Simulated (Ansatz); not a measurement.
Single-point calculation, with input and output: FeS2 (part 2 of 2)

FeS2 (Pnnm, 6 atoms in the cell); DFT LDA+U, scalar-relativistic, plane waves, PAW, Ueff = 1 eV on Fe atom 1 d; Ueff = 1 eV on Fe atom 2 d, spin-polarised (Ansatz 0.2.0); cutoff 420 eV, 4×4×6 k-mesh, Gaussian smearing of 0.05 eV, collinear spins. The structure derives from an entry of the Crystallography Open Database. It belongs to a series of runs on one base structure; here: ferromagnetic start, free, natural orbitals of the symmetric run filled by rank.

Geometry of the input (Å; fractional positions):
```
4.4446  0.0000  0.0000
0.0000  5.4246  0.0000
0.0000  0.0000  3.3864
Fe 0.0000  0.0000  0.0000
Fe 0.5000  0.5000  0.5000
S  0.2004  0.3787  0.0000
S  0.7996  0.6213  0.0000
S  0.7004  0.1213  0.5000
S  0.2996  0.8787  0.5000
```

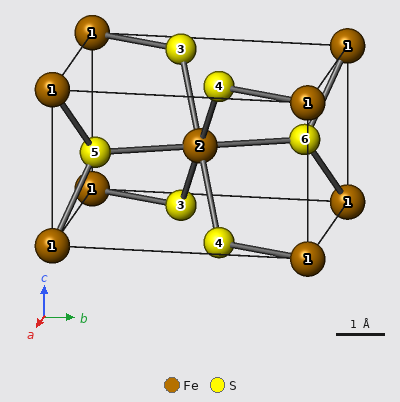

The structure (ball-and-stick view of the cell of the calculation, seen slightly off an axis; atoms are numbered from 1 in the order of the input).

```
SCF converged after 24 iterations
Magnetization: 0.0000 μB (28.0000 up, 28.0000 down)
Absolute magnetization: 0.0000 μB (∫|ρ↑−ρ↓|, with the PAW one-centre terms)
Spin contamination: 0.0000 ħ² per cell (⟨S²⟩ above its minimum at these occupations)
Per-site moments (μB) at R_I (Å): [(-6.771761425337268e-8, 0.9236200733794152), (-6.771761440397673e-8, 0.9236200733794152), (3.6905363277045384e-8, 0.9135964625884235), (3.690536327704536e-8, 0.9135964625884235), (3.690536327627094e-8, 0.9135964625884235), (3.690536327627084e-8, 0.9135964625884235)]
Free energy (F): -12320.894654 eV
Harris-Foulkes:  -12320.894654 eV  (|F-HF|=1.84e-9)
Internal energy: -12320.894654 eV  (E = F + TS)
E sigma→0 (E₀):  -12320.894654 eV
Fermi energy:    12.552240 eV
--- Per-component energies (eV) ---
  E_band       = -499.393006
  E_kinetic    = 1147.554753
  E_local      = -6184.816241  (includes V_loc(G=0)·N_el)
  E_nonlocal   = 554.223329
  E_hartree    = 2631.410973
  E_xc         = -625.604945
  E_vxc        = -662.570942  (∫ρ·V_xc dr)
  E_hubbard    = 1.653318  (on-site DFT+U / exact-exchange correction)
  E_vhub       = -3.743997  (the Hubbard potential's part of the band-sum identity)
  E_paw        = -4882.496535  (= ΣΔE_a)
  E_vpaw       = -612.867622  (= ΣTr[D̂ρ^β])
  E_aug_tail   = 0.001639  (compensation charges beyond the density's cutoff)
  E_ewald      = -4964.236805
  E_core_change = 1.415861  (= ΣΔE_core)
  E_smearing   = -0.000000  (= −TS)
  E_closure    = -0.000000  (closes the sum)
  Σ components = -12320.894654   (vs F -12320.894654, Δ=0.00e0)
--- Specified on-site occupations, and those of the state reported ---
  electrons in the specified blocks: 8.0000 specified, 14.1012 found
  site 0 (l=d) ↓: largest change of an orbital's occupation 0.9051; electrons 0.1000 specified, 3.5253 found; spectral distance 1.5999
  site 1 (l=d) ↓: largest change of an orbital's occupation 0.9051; electrons 0.1000 specified, 3.5253 found; spectral distance 1.5999
  site 1 (l=d) ↑: largest change of an orbital's occupation 0.4896; electrons 3.9000 specified, 3.5253 found; spectral distance 0.6647
  site 0 (l=d) ↑: largest change of an orbital's occupation 0.4896; electrons 3.9000 specified, 3.5253 found; spectral distance 0.6647
--- Forces (eV/Å), atoms counted from 1 ---
  atom   1  Fe    -0.00000000     0.00000000     0.00000000
  atom   2  Fe     0.00000000     0.00000000     0.00000000
  atom   3  S      0.33822271    -0.19685589     0.00000000
  atom   4  S     -0.33822271     0.19685589     0.00000000
  atom   5  S      0.33822271     0.19685589     0.00000000
  atom   6  S     -0.33822271    -0.19685589     0.00000000
  max |Σ_I F_I| component: 1.11e-16 eV/Å
--- Stress (GPa, compression-positive) ---
      -10.780972       0.000000       0.000000
        0.000000     -11.657793       0.000000
        0.000000       0.000000     -10.683848
  P = ⅓ Tr σ = -11.0409 GPa (-110.409 kbar)
--- Band table (eV; the first three rows and the last of 72) ---
  k-point 0 ↑: bands = ["-73.4517", "-73.4515", "-40.0332", "-40.0323", "-39.9223", "-39.9221", "-39.8813", "-39.8804", "-4.5480", "-2.2865", "-0.1739", "0.5277", "4.5619", "6.1768", "6.4924", "7.1824", "8.0433", "8.1451", "8.5696", "8.7178", "8.8296", "10.5837", "10.6605", "10.9480", "11.0445", "11.2810", "11.3154", "11.5720", "13.4330", "13.6070", "14.9921", "15.3083", "15.5935", "15.8798", "17.3975", "17.9060", "19.6821", "19.7918", "20.0179"]
  k-point 1 ↑: bands = ["-73.4515", "-73.4514", "-40.0330", "-40.0321", "-39.9220", "-39.9217", "-39.8842", "-39.8833", "-4.3100", "-2.2598", "-0.0592", "0.5536", "4.8311", "6.1757", "6.5374", "6.8462", "7.2582", "7.9981", "8.3907", "8.7160", "9.2184", "9.2408", "10.6788", "10.9955", "11.0991", "11.1721", "11.7767", "11.8390", "13.6982", "13.7203", "14.4478", "14.9637", "15.1637", "15.3299", "18.4041", "18.4683", "18.4924", "20.6757", "20.8862"]
  k-point 2 ↑: bands = ["-73.4513", "-73.4512", "-40.0324", "-40.0319", "-39.9212", "-39.9211", "-39.8898", "-39.8894", "-3.6691", "-2.3588", "0.2160", "0.5758", "5.1456", "5.9760", "6.1171", "6.5401", "7.2745", "7.5674", "7.6261", "8.2552", "8.7794", "9.8676", "10.6386", "10.7105", "10.9967", "11.1572", "11.7802", "11.9051", "13.5086", "13.8088", "13.9610", "14.2940", "14.4112", "14.9534", "17.5859", "18.6819", "19.8189", "20.9118", "21.1117"]
  k-point 35 ↓: bands = ["-73.4511", "-73.4511", "-40.0320", "-40.0320", "-39.9209", "-39.9209", "-39.8925", "-39.8925", "-2.3957", "-2.3957", "-0.2677", "-0.2677", "4.9428", "4.9428", "5.2139", "5.2139", "8.4787", "8.4787", "8.5666", "8.5666", "9.5660", "9.5660", "10.6673", "10.6673", "11.4256", "11.4256", "11.6401", "11.6401", "13.8532", "13.8532", "14.2700", "14.2700", "14.7378", "14.7378", "18.6182", "18.6182", "18.7772", "18.7772", "20.5231"]
Occupation matrices written to [file]
--- Löwdin populations: 6 sites ---
  site symbol       q [e]    m [muB]
     0     Fe     15.7517    -0.0000
     1     Fe     15.7517    -0.0000
     2      S      5.9559     0.0000
     3      S      5.9559     0.0000
     4      S      5.9559     0.0000
     5      S      5.9559     0.0000
  spilling = 0.012016 (of n_electrons = 56.000000)
--- Occupation matrices: 2 shells (run DFT+U table (all-electron-ortho-atomic); ε = 7.28e-4) ---
  Fe0 d_3D: site group C2h (2/m)
  Fe0 d_3D up     Tr n = 3.5253  λ = 0.431 0.480 0.844 0.845 0.925  [xz 0.83 (Eg 1.00) Bg(1.00) | xy 0.43 (Eg 1.00) Ag(1.00) | x2-y2 0.62 (T2g 1.00) Ag(1.00) | yz 0.83 (T2g 1.00) Bg(1.00) | z2 0.75 (T2g 1.00) Ag(1.00)]
  Fe0 d_3D dn     Tr n = 3.5253  λ = 0.431 0.480 0.844 0.845 0.925  [xz 0.83 (Eg 1.00) Bg(1.00) | xy 0.43 (Eg 1.00) Ag(1.00) | x2-y2 0.62 (T2g 1.00) Ag(1.00) | yz 0.83 (T2g 1.00) Bg(1.00) | z2 0.75 (T2g 1.00) Ag(1.00)]
  specified occupation → Fe0 d_3D up: matrix, ‖Δ‖_F = 0.6647, Tr Δ = +0.3747, displaced = 0.5980, d_λ = 0.6647; orbital distance = 0.0005
  specified occupation → Fe0 d_3D dn: matrix, ‖Δ‖_F = 1.5999, Tr Δ = -3.4253, displaced = 1.7127, d_λ = 1.5999; orbital distance = 0.0000
  Fe1 d_3D: site group C2h (2/m)
  Fe1 d_3D up     Tr n = 3.5253  λ = 0.431 0.480 0.844 0.845 0.925  [xz 0.83 (Eg 1.00) Bg(1.00) | xy 0.43 (Eg 1.00) Ag(1.00) | x2-y2 0.62 (T2g 1.00) Ag(1.00) | yz 0.83 (T2g 1.00) Bg(1.00) | z2 0.75 (T2g 1.00) Ag(1.00)]
  Fe1 d_3D dn     Tr n = 3.5253  λ = 0.431 0.480 0.844 0.845 0.925  [xz 0.83 (Eg 1.00) Bg(1.00) | xy 0.43 (Eg 1.00) Ag(1.00) | x2-y2 0.62 (T2g 1.00) Ag(1.00) | yz 0.83 (T2g 1.00) Bg(1.00) | z2 0.75 (T2g 1.00) Ag(1.00)]
  specified occupation → Fe1 d_3D up: matrix, ‖Δ‖_F = 0.6647, Tr Δ = +0.3747, displaced = 0.5980, d_λ = 0.6647; orbital distance = 0.0005
  specified occupation → Fe1 d_3D dn: matrix, ‖Δ‖_F = 1.5999, Tr Δ = -3.4253, displaced = 1.7127, d_λ = 1.5999; orbital distance = 0.0000
  Tr n, λ and their labels are of the run-group-symmetrised matrices; stabiliser: 16 of 16 elements of G0×{1,Θ} (closed), max defect 9.5e-7 at τ = 1.5e-4
```

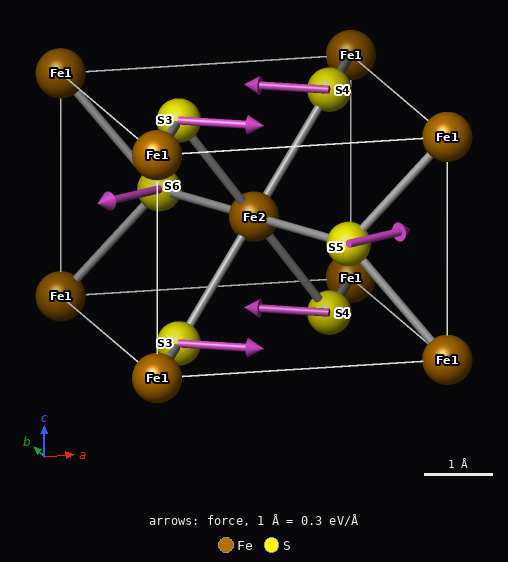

Forces on the atoms as pink arrows (ball-and-stick view of the cell of the calculation, seen slightly off an axis; atoms are numbered from 1 in the order of the input). The largest act on all 4 S atoms (0.39 eV/Å). The geometry is not a stationary point of this energy.

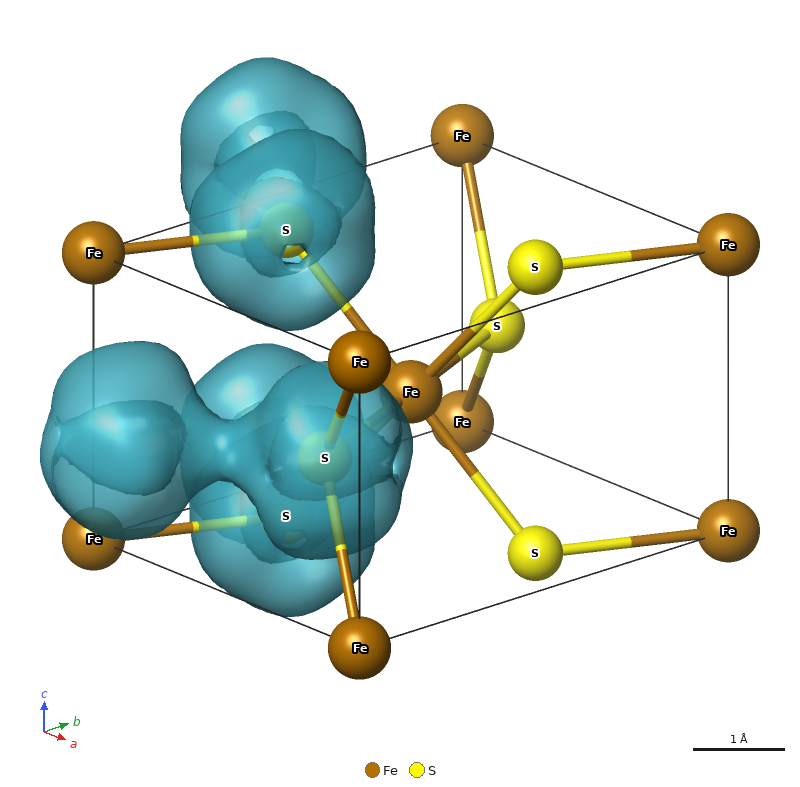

Isosurface of the ELF at 0.7 (cyan), seen at an oblique angle. Core shells and regions of very low density are left out. Sticks mark near contacts. The outline is the cell set on symmetry axes. Values along the shortest contacts: S–S (2.21 Å): the ELF peaks at about 0.85 between the atoms (localised, shared-pair bonding). Fe–S (2.24 Å): the ELF is about 0.50 at the midpoint. Core electrons are frozen (PAW), so the fields are smoothed inside the atomic spheres.

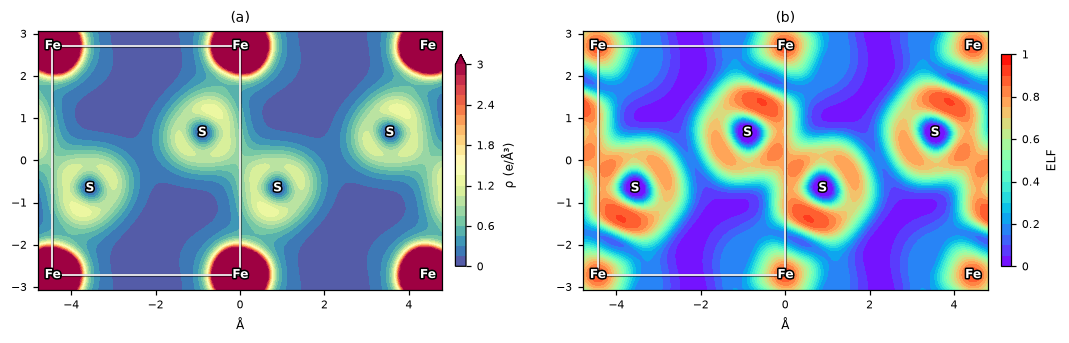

(a) valence pseudo-density; (b) ELF on the (001) plane of the conventional cell. The plane passes through Fe and S nuclei. Fe–S (2.24 Å): the density is about 0.63 e/Å³ at the midpoint; the ELF is about 0.50 at the midpoint. Away from the nuclei the density in this plane falls to 0.05 e/Å³ at its lowest. The strong features right at Fe lie inside the PAW spheres (semicore, d or f shells) and say nothing about bonding.

**Key numbers**

- outcome: converged
- space group (tolerance 0.01 Å): Pnnm (58)
- electrons treated: 56
- free energy: −12320.8947 eV
- Fermi energy: 12.552 eV
- gap on the k-point mesh: 1.04 eV
- net moment of the cell: 0.00 μB
- integrated absolute moment: 0.00 μB
- pressure: −11.04 GPa
- largest force (length of the vector): 0.391 eV/Å
- wall time: 19 s (CPU time 71 s)
- peak memory: 0.55 GiB

Warnings of the run: some starting moments were not kept; the typed occupations were not kept. The cell is under a tension of 11.0 GPa at this level, so it is not at its equilibrium volume.
